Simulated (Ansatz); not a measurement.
Geometry relaxation, with input and output: Ag

System: Ag (2 atoms in the cell).
Method: DFT r2SCAN, scalar-relativistic, plane waves, PAW, no spin polarisation (Ansatz 0.2.0).

The structure derives from a Materials Project entry. It belongs to a series of runs on one base structure; here: biaxial strain in the a-b plane, c and atoms relaxed: +1.0 %.

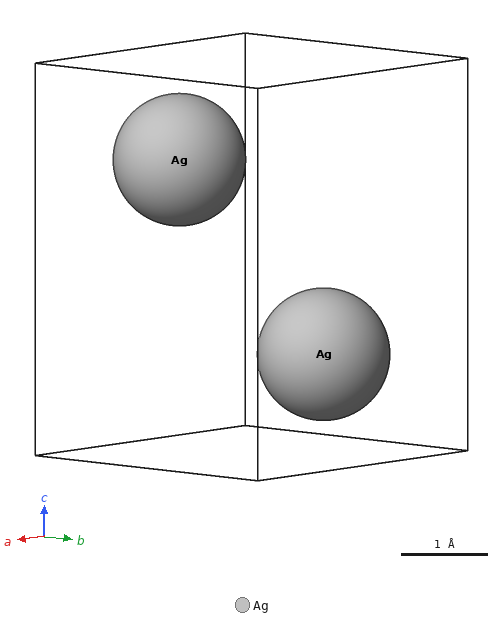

**Figure 1.** The input geometry (spheres-only view of the cell of the calculation, seen at an oblique angle). An atom can appear more than once, as a periodic image.

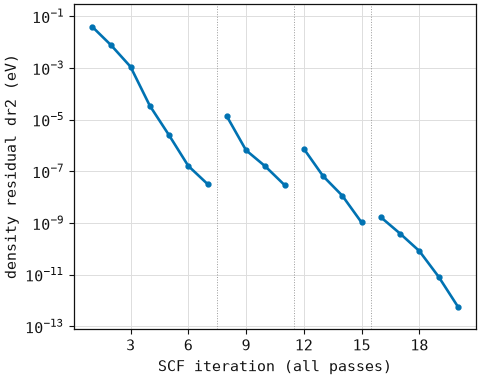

**Figure 2.** Convergence of the self-consistent field: density residual dr2 against the SCF iteration. The dotted lines part the SCF passes of the relaxation: geometry steps, rejected trials and re-solves on a re-selected basis. The passes take 7, 4, 4 and 5 iterations.

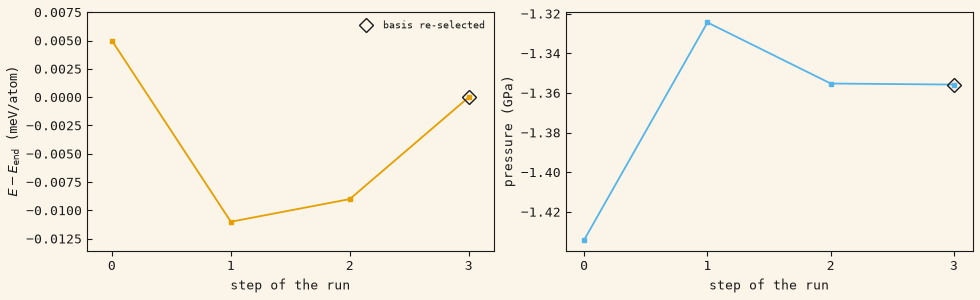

**Figure 3.** Progress of the relaxation, step by step (the first geometry is step 0 here and step 1 in the log). Over 2 geometry steps the energy falls by next to nothing (0.0 meV per atom). All forces vanish by symmetry, so only the cell relaxes. Pressure: −1.43 GPa at the start and −1.36 GPa at the end. No atom moves by more than 0.005 Å relative to the cell. The volume changes by −0.1 %, with a = b stay at 2.933 Å, c 4.719 → 4.715 Å (−0.1 %). The space group stays P6_3/mmc (No. 194). A last SCF at the same geometry on a re-selected plane-wave basis shifts the energy by +0.0 meV per atom. (Atoms are counted from 1 in the order of the input.)

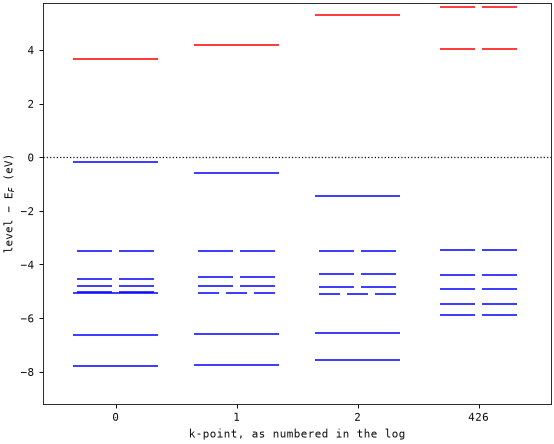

**Figure 4.** Kohn–Sham levels near the Fermi level (dotted) at the few k-points that the log prints; levels within 0.02 eV of each other stand side by side. The system is metallic on the full mesh.

The input and output of the run follow.

Input file:
```yaml
crystal:
  lattice:
    - [2.9327124242, 0.0, 0.0]
    - [-1.4663562121, 2.5398034614, 0.0]
    - [0.0, 0.0, 4.7190542787]
  atoms:
    - { symbol: Ag, position: [0.3333333333, 0.6666666667, 0.25] }
    - { symbol: Ag, position: [0.6666666667, 0.3333333333, 0.75] }
basis:
  ecutwfc: 500
kpoints:
  mp_grid: { grid: [24, 24, 12] }
hamiltonian:
  xc: r2scan
scf:
  occupations: { method: gaussian, width: 0.1 }
output:
  forces: true
  stress: true
  eigenvalues: true
relax:
  adjacent_minimum: "off"
  f_tol: 0.008
  max_steps: 40
  cell: { stress_tol: 0.015, fix: [a, b, gamma] }
```

Launched with:
```bash
ansatz run input.yaml --threads 1 --pin off --max-ram 2560MiB --backend cpu --events-out ev --progress --plain --runs-dir out
```

The program's output:
```
Engine: ansatz 0.2.0, x86_64-unknown-linux-gnu
Pseudopotentials: kind: paw
Pseudopotential: Ag, paw, valence charge 19, recommended cutoff 500 eV (meta_gga), Ag.paw.azcp
Functional definition: r2SCAN
  parameter k0 = 0.174
  parameter k1 = 0.065
  parameter a1 = 4.9479
  exchange = r2scan_x(k0 = k0, k1 = k1, a1 = a1)
  correlation = r2scan_c
Crystal: 2 atoms, lattice volume = 35.150 Å³
Basis set: ecut = 500 eV, 905 PW (Γ), exchange–correlation on 96×96×144 points (64 copies of the dense FFT grid, shifted against one another)
Bands: 23, of which v1, the nominal top of the filled ones, is band 19 counted from 1 (18 counted from 0)
Symmetry: 24 space group operations
Space group: P63/mmc (ITA 194), of the structure as read, at distance tolerance 3.3e-5 Å
k-points: 427 of 6912
Non-local potential: Ag, projectors of the file, l = 0: 3, l = 1: 2, l = 2: 2, l = 3: 1
PAW form: soft (Blöchl's): semilocal exchange-correlation on the pseudo side does not see the compensation charge
PAW frozen core: Ag, regenerated for the run's functional (the file was generated under x = pbe(κ = 0.804, μ = 0.2195149727645171), c = pbe(β = 0.06672455060314922))
PAW one-centre angular grid: Ag, 590 points (default); XC on 160 Gauss nodes
Initial density: superposition of atomic densities (neutral atoms: chi_scale 0, normalization atom), corrected by the library's trained network
Initial wavefunctions: pseudopotential atomic-orbital guess
Functional: x = r2scan, c = r2scan; τ floored in thin density (d = 2e-4 eV/Å³)
SCF iter   1: F=—  HF=-15207.885578 eV  |F-HF|=—  |Δ(HF+E_count)|=         —  Δρ=1.10e-2  dr2=4.02e-2  dr2_τ=1.05e-3  ethr=1.77e-3  ⟨swp⟩=4.5  Hψ=36224  notcnv=0
preconditioner: auto → Kerker (q_TF=auto, 2.764 Å⁻¹)  [metal: Δε(μ)=0.030 eV  Ē_g=11.788 eV  σ=0.100 eV  W_gap=0.17  n_scr=10 (ndim 8)  ℏωp=29.4 eV  f_vac=0.000  D(μ)=0.48/eV (n_scr^D=2)]
SCF iter   2: F=—  HF=-15207.878161 eV  |F-HF|=—  |Δ(HF+E_count)|=   7.42e-3  Δρ=5.48e-3  dr2=7.49e-3  dr2_τ=9.35e-4  ethr=1.06e-4  ⟨swp⟩=1.2  Hψ=14030  notcnv=0
SCF iter   3: F=—  HF=-15207.878422 eV  |F-HF|=—  |Δ(HF+E_count)|=   2.61e-4  Δρ=1.91e-3  dr2=1.12e-3  dr2_τ=4.08e-5  ethr=1.97e-5  ⟨swp⟩=1.1  Hψ=10010  notcnv=0
SCF iter   4: F=—  HF=-15207.878492 eV  |F-HF|=—  |Δ(HF+E_count)|=   6.99e-5  Δρ=4.60e-4  dr2=3.48e-5  dr2_τ=4.85e-6  ethr=2.95e-6  ⟨swp⟩=2.0  Hψ=14119  notcnv=0
SCF iter   5: F=—  HF=-15207.878537 eV  |F-HF|=—  |Δ(HF+E_count)|=   4.53e-5  Δρ=8.84e-5  dr2=2.51e-6  dr2_τ=1.47e-7  ethr=9.15e-8  ⟨swp⟩=2.3  Hψ=17097  notcnv=0
SCF iter   6: F=—  HF=-15207.878544 eV  |F-HF|=—  |Δ(HF+E_count)|=   6.75e-6  Δρ=2.36e-5  dr2=1.62e-7  dr2_τ=1.92e-9  ethr=6.60e-9  ⟨swp⟩=2.0  Hψ=14484  notcnv=0
SCF iter   7: F=-15207.878544 eV  HF=-15207.878544 eV  |F-HF|=1.89e-8  |Δ(HF+E_count)|=   4.13e-7  Δρ=9.89e-6  dr2=3.23e-8  dr2_τ=9.56e-10  ethr=2.63e-10  ⟨swp⟩=5.6  Hψ=40255  notcnv=0
SCF 1 converged in 7 iterations: F = -15207.878544 eV  dr2 = 3.23e-8
  greatest PAW one-centre occupation: 1.001 electrons in one spin orbital (limit 2), on the Ag atom at site 1 (counted from 0), in its partial waves of l = 1
relax step   1: F+E_penalty+E_count = -15207.87854405 eV  Δ(F+E_penalty+E_count) = +0.000e0 eV  max|allowed force component| = 9.252e-18 eV/Å  Δτ_max = 0.0000 Å  P = -1.434 GPa  Ω = 35.150 Å³  fix = [a, b, gamma]  reactions: a -2.084, b -2.084 GPa  (7 SCF iters, dr2 threshold 1.00e-7 eV, accepted)
Crystal: 2 atoms, lattice volume = 35.111 Å³
Initial density: handed on by an earlier stage of this run
Initial wavefunctions: those handed on with the density
iter 1 solved again at ethr=3.10e-8 eV; its pass at ethr=3.10e-3 eV (dr2=1.18e-5 eV) is discarded
SCF iter   1: F=—  HF=-15207.878444 eV  |F-HF|=—  |Δ(HF+E_count)|=         —  Δρ=1.97e-4  dr2=1.36e-5  dr2_τ=1.07e-4  ethr=3.10e-8  ⟨swp⟩=2.1  Hψ=46060  notcnv=0
preconditioner: auto → Kerker (q_TF=auto, 2.764 Å⁻¹)  [metal: Δε(μ)=0.018 eV  Ē_g=11.709 eV  σ=0.100 eV  W_gap=0.10  n_scr=10 (ndim 8)  ℏωp=29.4 eV  f_vac=0.000  D(μ)=0.49/eV (n_scr^D=2)]
SCF iter   2: F=—  HF=-15207.878576 eV  |F-HF|=—  |Δ(HF+E_count)|=   1.32e-4  Δρ=6.47e-5  dr2=6.54e-7  dr2_τ=2.37e-7  ethr=3.10e-8  ⟨swp⟩=2.0  Hψ=17964  notcnv=0
SCF iter   3: F=—  HF=-15207.878576 eV  |F-HF|=—  |Δ(HF+E_count)|=   2.47e-7  Δρ=3.22e-5  dr2=1.56e-7  dr2_τ=2.06e-8  ethr=1.19e-10  ⟨swp⟩=5.0  Hψ=43472  notcnv=0
SCF iter   4: F=-15207.878576 eV  HF=-15207.878576 eV  |F-HF|=1.13e-8  |Δ(HF+E_count)|=   1.56e-7  Δρ=8.99e-6  dr2=2.95e-8  dr2_τ=9.13e-10  ethr=1.19e-10  ⟨swp⟩=4.1  Hψ=36567  notcnv=0
SCF 2 converged in 4 iterations: F = -15207.878576 eV  dr2 = 2.95e-8
relax step   2: F+E_penalty+E_count = -15207.87857638 eV  Δ(F+E_penalty+E_count) = -3.233e-5 eV  max|allowed force component| = 2.226e-17 eV/Å  Δτ_max = 0.0000 Å  P = -1.324 GPa  Ω = 35.111 Å³  energy of the carried Pulay correction = +2.270e-5 eV  fix = [a, b, gamma]  reactions: a -2.014, b -2.014 GPa  (4 SCF iters, dr2 threshold 4.51e-8 eV, accepted)
Crystal: 2 atoms, lattice volume = 35.122 Å³
iter 1 solved again at ethr=1.61e-9 eV; its pass at ethr=3.10e-3 eV (dr2=6.14e-7 eV) is discarded
SCF iter   1: F=—  HF=-15207.878561 eV  |F-HF|=—  |Δ(HF+E_count)|=         —  Δρ=4.68e-5  dr2=7.48e-7  dr2_τ=8.76e-6  ethr=1.61e-9  ⟨swp⟩=2.1  Hψ=46114  notcnv=0
preconditioner: auto → Kerker (q_TF=auto, 2.764 Å⁻¹)  [metal: Δε(μ)=0.018 eV  Ē_g=11.708 eV  σ=0.100 eV  W_gap=0.10  n_scr=10 (ndim 8)  ℏωp=29.4 eV  f_vac=0.000  D(μ)=0.49/eV (n_scr^D=2)]
SCF iter   2: F=—  HF=-15207.878572 eV  |F-HF|=—  |Δ(HF+E_count)|=   1.09e-5  Δρ=1.87e-5  dr2=6.55e-8  dr2_τ=1.57e-8  ethr=1.61e-9  ⟨swp⟩=2.0  Hψ=17967  notcnv=0
SCF iter   3: F=—  HF=-15207.878572 eV  |F-HF|=—  |Δ(HF+E_count)|=  6.35e-10  Δρ=8.74e-6  dr2=1.14e-8  dr2_τ=1.45e-9  ethr=1.90e-11  ⟨swp⟩=4.1  Hψ=33316  notcnv=0
SCF iter   4: F=-15207.878572 eV  HF=-15207.878572 eV  |F-HF|=2.46e-10  |Δ(HF+E_count)|=   3.26e-9  Δρ=1.66e-6  dr2=1.05e-9  dr2_τ=5.69e-11  ethr=1.90e-11  ⟨swp⟩=4.0  Hψ=35380  notcnv=0
SCF 3 converged in 4 iterations: F = -15207.878572 eV  dr2 = 1.05e-9
relax step   3: F+E_penalty+E_count = -15207.87857178 eV  Δ(F+E_penalty+E_count) = +4.599e-6 eV  max|allowed force component| = 2.038e-17 eV/Å  Δτ_max = 0.0000 Å  P = -1.355 GPa  Ω = 35.122 Å³  energy of the carried Pulay correction = +1.621e-5 eV  fix = [a, b, gamma]  reactions: a -2.033, b -2.033 GPa  (4 SCF iters, dr2 threshold 7.23e-9 eV, accepted)
Initial wavefunctions: pseudopotential atomic-orbital guess (no wavefunctions were taken with the density)
iter 1 solved again at ethr=3.69e-10 eV; its pass at ethr=3.10e-3 eV (dr2=1.40e-7 eV) is discarded
SCF iter   1: F=—  HF=-15207.878554 eV  |F-HF|=—  |Δ(HF+E_count)|=         —  Δρ=3.61e-6  dr2=1.68e-9  dr2_τ=4.69e-9  ethr=3.69e-10  ⟨swp⟩=4.0  Hψ=71338  notcnv=0
SCF iter   2: F=—  HF=-15207.878554 eV  |F-HF|=—  |Δ(HF+E_count)|=  7.84e-10  Δρ=1.83e-6  dr2=3.90e-10  dr2_τ=1.32e-10  ethr=4.42e-12  ⟨swp⟩=2.2  Hψ=15294  notcnv=0
SCF iter   3: F=—  HF=-15207.878554 eV  |F-HF|=—  |Δ(HF+E_count)|=  4.26e-10  Δρ=5.75e-7  dr2=8.24e-11  dr2_τ=1.47e-11  ethr=1.03e-12  ⟨swp⟩=2.4  Hψ=14651  notcnv=0
SCF iter   4: F=—  HF=-15207.878554 eV  |F-HF|=—  |Δ(HF+E_count)|=  8.19e-11  Δρ=1.86e-7  dr2=8.36e-12  dr2_τ=8.01e-13  ethr=1.00e-12  ⟨swp⟩=1.8  Hψ=11724  notcnv=0
SCF iter   5: F=-15207.878554 eV  HF=-15207.878554 eV  |F-HF|=1.09e-11  |Δ(HF+E_count)|=  9.09e-12  Δρ=4.13e-8  dr2=5.83e-13  dr2_τ=2.68e-14  ethr=1.00e-12  ⟨swp⟩=5.1  Hψ=37383  notcnv=0
SCF 4 converged in 5 iterations: F = -15207.878554 eV  dr2 = 5.83e-13
relax step   4: F+E_penalty+E_count = -15207.87855400 eV  Δ(F+E_penalty+E_count) = +1.778e-5 eV  max|allowed force component| = 2.038e-17 eV/Å  Δτ_max = 0.0000 Å  P = -1.356 GPa  Ω = 35.122 Å³  fix = [a, b, gamma]  reactions: a -2.033, b -2.033 GPa  stress off target by 4.79e-4 GPa on what of the cell is left free  SCF on the basis re-selected at this cell (its energy is not comparable with the rows above)  (5 SCF iters)
basis re-selected at this cell: Δ(F+E_penalty+E_count) = +1.778e-5 eV, ΔP = -0.001 GPa vs the last step (what re-selecting the basis moved, of the pressure what is left beyond the Pulay correction that the steps carried, after the strain that the cell walked since its last selection, with what the two solves' SCF thresholds leave and, on support functions, any second-order correction that the steps lacked; it is no measure of the basis error at this ecutwfc). This SCF's stress stands 4.79e-4 GPa from its target on what of the cell is left free (relax.cell.stress_tol is 1.50e-2 GPa) and its largest allowed force component is 2.04e-17 eV/Å (relax.f_tol is 8.00e-3 eV/Å): within both
SCF converged after 5 iterations
Free energy (F): -15207.878554 eV
Harris-Foulkes:  -15207.878554 eV  (|F-HF|=1.09e-11)
Internal energy: -15207.876125 eV  (E = F + TS)
E sigma→0 (E₀):  -15207.877340 eV
Entropy (-TS):   -0.002429 eV (-1.214 meV/atom)
Fermi energy:    16.770724 eV
--- Per-component energies (eV) ---
  E_band       = -530.256119
  E_kinetic    = 1055.801074
  E_local      = -4489.671538  (includes V_loc(G=0)·N_el)
  E_nonlocal   = 162.673836
  E_hartree    = 2041.682180
  E_xc         = -356.650211
  E_vxc        = -525.451279  (∫ρ·V_xc dr)
  E_paw        = -7844.884824  (= ΣΔE_a)
  E_vpaw       = -854.817283  (= ΣTr[D̂ρ^β])
  E_aug_tail   = 0.000119  (compensation charges beyond the density's cutoff)
  E_vtau       = 37.844591  (kinetic-family band-sum trace: ∫τ·v_τ [+ j·A + Jᵃ·Aᵃ] dr)
  E_ewald      = -5775.808140
  E_core_change = -1.018621  (= ΣΔE_core)
  E_smearing   = -0.002429  (= −TS)
  E_closure    = -0.000000  (closes the sum)
  Σ components = -15207.878554   (vs F -15207.878554, Δ=0.00e0)
--- Forces (eV/Å), atoms counted from 1 ---
  atom   1  Ag     0.00000000     0.00000000     0.00000000
  atom   2  Ag    -0.00000000    -0.00000000     0.00000000
  max |Σ_I F_I| component: 2.31e-18 eV/Å
--- Stress (GPa, compression-positive) ---
       -2.033400      -0.000000       0.000000
       -0.000000      -2.033400       0.000000
        0.000000       0.000000      -0.000479
  P = ⅓ Tr σ = -1.3558 GPa (-13.558 kbar)
--- Band table (eV; the first three rows and the last of 427) ---
  k-point 0: bands = ["-77.8978", "-77.8811", "-40.5914", "-40.4601", "-40.4601", "-40.4347", "-40.4347", "-40.4329", "8.9738", "10.1551", "11.7093", "11.7353", "11.7353", "11.9782", "11.9782", "12.2457", "12.2457", "13.2839", "13.2839", "16.5859", "20.4481", "32.5715", "34.8071"]
  k-point 1: bands = ["-77.8975", "-77.8814", "-40.5887", "-40.4596", "-40.4596", "-40.4356", "-40.4352", "-40.4352", "9.0307", "10.1692", "11.6969", "11.7145", "11.7145", "11.9620", "11.9620", "12.2892", "12.2892", "13.2797", "13.2797", "16.1802", "20.9460", "32.5095", "34.6769"]
  k-point 2: bands = ["-77.8967", "-77.8822", "-40.5809", "-40.4584", "-40.4584", "-40.4436", "-40.4364", "-40.4364", "9.1977", "10.2092", "11.6643", "11.6719", "11.6719", "11.9170", "11.9170", "12.3982", "12.3982", "13.2642", "13.2642", "15.3144", "22.0883", "32.3425", "34.3457"]
  k-point 426: bands = ["-77.8787", "-77.8787", "-40.5581", "-40.5581", "-40.5234", "-40.5234", "-40.4637", "-40.4637", "10.8694", "10.8694", "11.3061", "11.3061", "11.8482", "11.8482", "12.3633", "12.3633", "13.3225", "13.3225", "20.8123", "20.8123", "22.3567", "22.3567", "22.5641"]
--- Relaxed structure (3 steps of the walk, 3 accepted, 1 SCFs on fresh bases) ---
  F+E_penalty+E_count = -15207.87855400 eV   max|allowed force component| = 2.038e-17 eV/Å   (the final SCF, on the basis selected at the relaxed cell)
  cell:  # Å, volume = 35.1223 Å³
    - [2.932712424228033, -9.218481564500327e-100, 0.0]
    - [-1.4663562121140166, 2.5398034613757225, 0.0]
    - [0.0, 0.0, 4.715349930059692]
  atoms:
    - { symbol: Ag, position: [0.3333333333333333, 0.6666666666666666, 0.25] }
    - { symbol: Ag, position: [0.6666666666666666, 0.3333333333333333, 0.7500000000000001] }
```

Trajectory as extended XYZ (Å, eV, eV/Å), 4 frames, from step=1 to step=4:
```
2
Lattice="2.9327 0.0000 0.0000 -1.4664 2.5398 0.0000 0.0000 0.0000 4.7191" Properties=species:S:1:pos:R:3:forces:R:3 step=1 energy=-15207.87854 pressure_GPa=-1.43
Ag    0.0000    1.6932    1.1798    0.0000   0.0000   0.0000
Ag    1.4664    0.8466    3.5393    0.0000   0.0000   0.0000
2
Lattice="2.9327 0.0000 0.0000 -1.4664 2.5398 0.0000 0.0000 0.0000 4.7139" Properties=species:S:1:pos:R:3:forces:R:3 step=2 energy=-15207.87858 pressure_GPa=-1.32
Ag    0.0000    1.6932    1.1785    0.0000   0.0000   0.0000
Ag    1.4664    0.8466    3.5354    0.0000   0.0000   0.0000
2
Lattice="2.9327 0.0000 0.0000 -1.4664 2.5398 0.0000 0.0000 0.0000 4.7153" Properties=species:S:1:pos:R:3:forces:R:3 step=3 energy=-15207.87857 pressure_GPa=-1.36
Ag    0.0000    1.6932    1.1788    0.0000   0.0000   0.0000
Ag    1.4664    0.8466    3.5365    0.0000   0.0000   0.0000
2
Lattice="2.9327 0.0000 0.0000 -1.4664 2.5398 0.0000 0.0000 0.0000 4.7153" Properties=species:S:1:pos:R:3:forces:R:3 step=4 energy=-15207.87855 pressure_GPa=-1.36
Ag    0.0000    1.6932    1.1788    0.0000   0.0000   0.0000
Ag    1.4664    0.8466    3.5365    0.0000   0.0000   0.0000
```

Results in brief:

| quantity | value |
| --- | --- |
| outcome | converged |
| space group (tolerance 0.01 Å) | P6₃/mmc (194) |
| electrons treated | 38 |
| free energy | −15207.8786 eV |
| Fermi energy | 16.771 eV |
| gap on the k-point mesh | none (metallic) |
| pressure | −1.36 GPa |
| final volume | 35.12 Å³ |
| largest force (length of the vector) at the end | under 0.001 eV/Å |
| final cell | a = 2.933 Å, b = 2.933 Å, c = 4.715 Å, α = 90.00°, β = 90.00°, γ = 120.00° |
| hardware | 1 thread of Intel Xeon (Sapphire Rapids), 32 GiB of memory available, shared host |
| wall time | 1.8 min |
| peak memory | 0.72 GiB |
